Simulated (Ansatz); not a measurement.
PbSe

Input file:

```
crystal:
  lattice:
    - [3.9174166047, 0.0, 0.0]
    - [0.0, 3.9174166047, 0.0]
    - [0.0, 0.0, 3.9174166047]
  atoms:
    - { symbol: Pb, position: [0.0, 0.0, 0.0] }
    - { symbol: Se, position: [0.5, 0.5, 0.5] }
basis:
  ecutwfc: 420
kpoints:
  mp_grid: { grid: [12, 12, 12] }
hamiltonian:
  xc: pbesol
scf:
  occupations: { method: gaussian, width: 0.1 }
output:
  forces: true
  stress: true
  eigenvalues: true
  write_density: true
  write_potential: true
  elf: true
  volumetric_format: npy
```

Run with:

```sh
ansatz run input.yaml --threads 1 --pin off --max-ram 1331MiB --backend cpu --events-out ev --progress --plain --runs-dir out
```

Below, planes, directions and counts refer to the conventional cell (a = 3.92 Å, b = 3.92 Å, c = 3.92 Å, α = 90.00°, β = 90.00°, γ = 90.00°).

Space group Pm-3m; a structure from a database of computed crystals, not necessarily the ambient phase; changed on purpose from its base cell (strained and moved within a subgroup); computed pressure about −7 GPa in this cell.

The calculation used Ansatz 0.2.0, DFT PBEsol, scalar-relativistic, plane waves, PAW.

What will maps of the valence pseudo-density and electron localisation function show?

Answer. Pb–Se (3.39 Å): ρ is about 0.12 e/Å³ halfway; the ELF is about 0.20 at the midpoint: no localised pair shows between them.

Does the calculation give a band gap?

Answer. It is gapless in this calculation (a metal or semimetal).

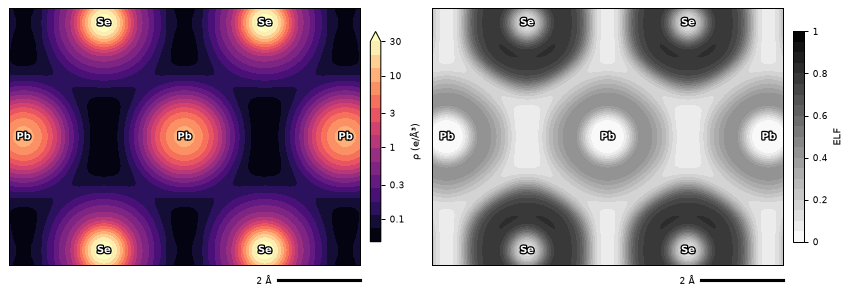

Computed valence pseudo-density and electron localisation function on the (101̄) plane of the conventional cell, in this order. 

The density is the valence pseudo-density of a PAW calculation; it isn't the true density close to the nuclei.
